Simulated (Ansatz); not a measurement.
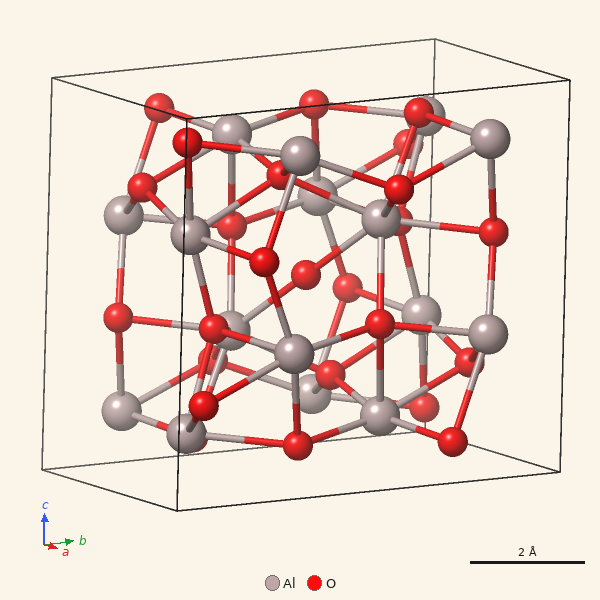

Ball-and-stick drawing of the structure, looking slightly off an axis. One supercell is framed, with atoms on its boundary repeated. The host is Al2O3, in a cell of 40 sites, and the cell is neutral.

Question: What defect is present?

Answer: An interstitial oxygen atom. It is bonded to two Al in a linear arrangement at about 1.9 Å.

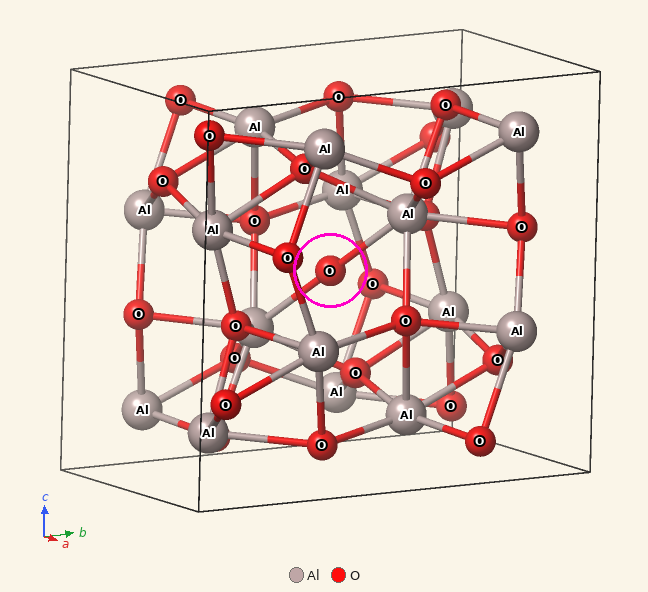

The same cell with a ring at the defect's site.

The atoms were relaxed in the host's cell with DFT PBEsol, scalar-relativistic, plane waves, PAW in Ansatz.
